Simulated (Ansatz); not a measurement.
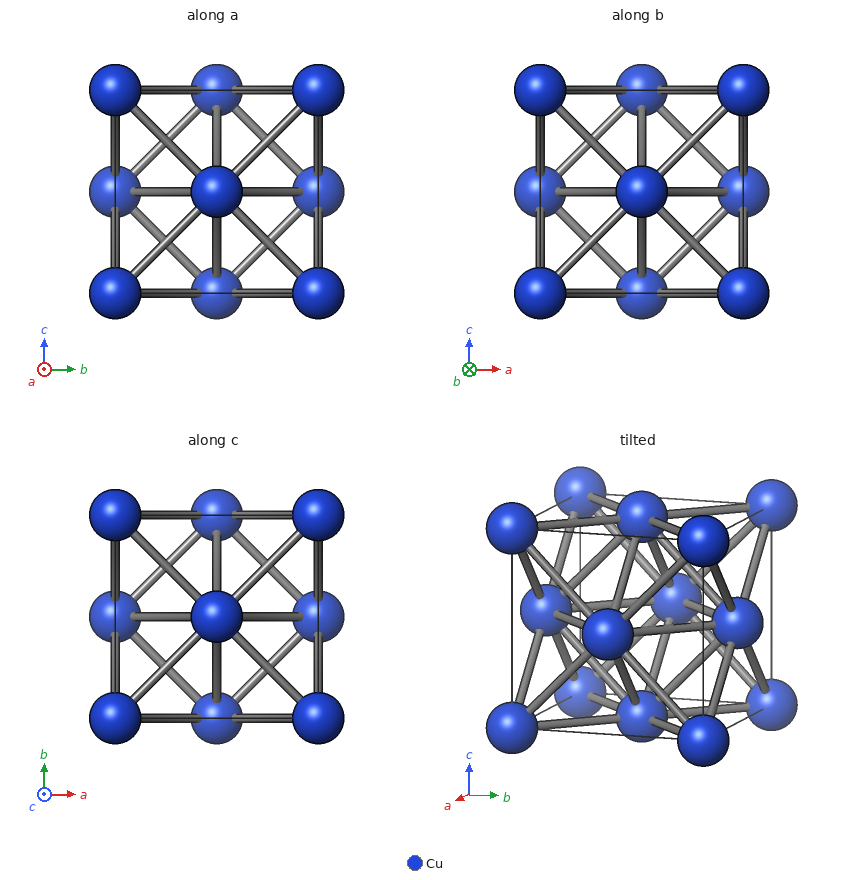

Shown here is a ball-and-stick view of the crystal, taken along the a axis, along the b axis, along the c axis and slightly off an axis. Atoms at the boundary of the conventional unit cell (the box) are drawn once for each face, edge or corner they touch.

Lattice parameters: a = 3.7005 Å, b = 3.7005 Å, c = 3.7005 Å, α = 90.000°, β = 90.000°, γ = 90.000°.

Q: Transcribe the picture into a CIF in P1 with every atom of the cell.

A:
```cif
data_structure
_symmetry_space_group_name_H-M 'P 1'
_symmetry_Int_Tables_number 1
_cell_length_a 3.7005
_cell_length_b 3.7005
_cell_length_c 3.7005
_cell_angle_alpha 90.000
_cell_angle_beta 90.000
_cell_angle_gamma 90.000
_cell_volume 50.67
loop_
_atom_site_label
_atom_site_type_symbol
_atom_site_fract_x
_atom_site_fract_y
_atom_site_fract_z
_atom_site_occupancy
Cu1 Cu 0.0000 0.0000 0.0000 1
Cu2 Cu 0.0000 0.5000 0.5000 1
Cu3 Cu 0.5000 0.0000 0.5000 1
Cu4 Cu 0.5000 0.5000 0.0000 1
```

The cell started as a random cell made by a generator, so it need not be a real form of the element. The cell was then strained or its atoms displaced on purpose. It was relaxed at fixed volume with DFT PBE, scalar-relativistic, plane waves, PAW (Ansatz).

At this level of theory the cell isn't at rest (stretched, at -7 GPa), so its distances can differ from those at equilibrium, the more so the softer the solid.
